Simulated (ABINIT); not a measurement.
Run report: BN, dielectric calculation (part 3 of 3)

BN (P6₃/mmc, 4 atoms in the cell); Kohn-Sham DFT of a periodic cell, PBEsol, PseudoDojo NC SR PBEsol v0.4.1 standard, no spin polarisation (ABINIT 10.8.3); cutoff 979.61 eV, 8×8×2 k-mesh, fixed occupations. The structure derives from an entry of the Crystallography Open Database.

Geometry of the input (Å; fractional positions):
```
2.4982  0.0000  0.0000
-1.2491  2.1635  0.0000
0.0000  0.0000  6.6357
N  0.6667  0.3333  0.2500
N  0.3333  0.6667  0.7500
B  0.6667  0.3333  0.7500
B  0.3333  0.6667  0.2500
```

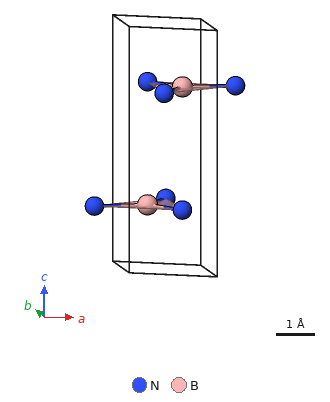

The input geometry (polyhedral view of the cell of the calculation, seen slightly off an axis; polyhedra are completed across the faces of the cell).

File anaddb.abo, continued
```
 The violation of the charge neutrality conditions
 by the effective charges is as follows :
    atom        electric field
 displacement     direction
       1               1       -0.002928        0.000000
       1               2        0.000000        0.000000
       1               3        0.000000        0.000000
       2               1        0.000000        0.000000
       2               2       -0.002928        0.000000
       2               3        0.000000        0.000000
       3               1        0.000000        0.000000
       3               2        0.000000        0.000000
       3               3        0.023594        0.000000

 Effective charge tensors after
 imposition of the charge neutrality (if requested by user),
 and eventual restriction to some part :
   atom    displacement
         1         1   -2.699859E+00    0.000000E+00    0.000000E+00
         1         2    4.504669E-16   -2.699859E+00    0.000000E+00
         1         3    0.000000E+00    0.000000E+00   -7.598464E-01
         2         1   -2.699859E+00    0.000000E+00    0.000000E+00
         2         2    4.504669E-16   -2.699859E+00    0.000000E+00
         2         3    0.000000E+00    0.000000E+00   -7.598464E-01
         3         1    2.699859E+00    0.000000E+00    0.000000E+00
         3         2   -4.504669E-16    2.699859E+00    0.000000E+00
         3         3    0.000000E+00    0.000000E+00    7.598464E-01
         4         1    2.699859E+00    0.000000E+00    0.000000E+00
         4         2   -4.504669E-16    2.699859E+00    0.000000E+00
         4         3    0.000000E+00    0.000000E+00    7.598464E-01
 Now, the imaginary part of the dynamical matrix is zeroed

================================================================================

 anaddb : the run completed successfully.
```

Summary

| quantity | value |
| --- | --- |
| outcome | converged |
| space group (tolerance 0.01 Å) | P6₃/mmc (194) |
| electrons treated | 16 |
| free energy | −727.6014 eV |
| Fermi energy of the self-consistent step | 2.763 eV |
| pressure | 1.97 GPa |
| largest force (length of the vector) | under 0.001 eV/Å |
| ε∞ (xx, yy, zz) | 4.76, 4.76, 2.72 |
| Born charges (mean of the diagonal) | N1, N2 (−2.05 e); B3, B4 (2.05 e) |
| wall time | 3 min |
| peak memory | 0.13 GiB |

Notes

Points of doubt noted for this run: cutoff too low for stress.
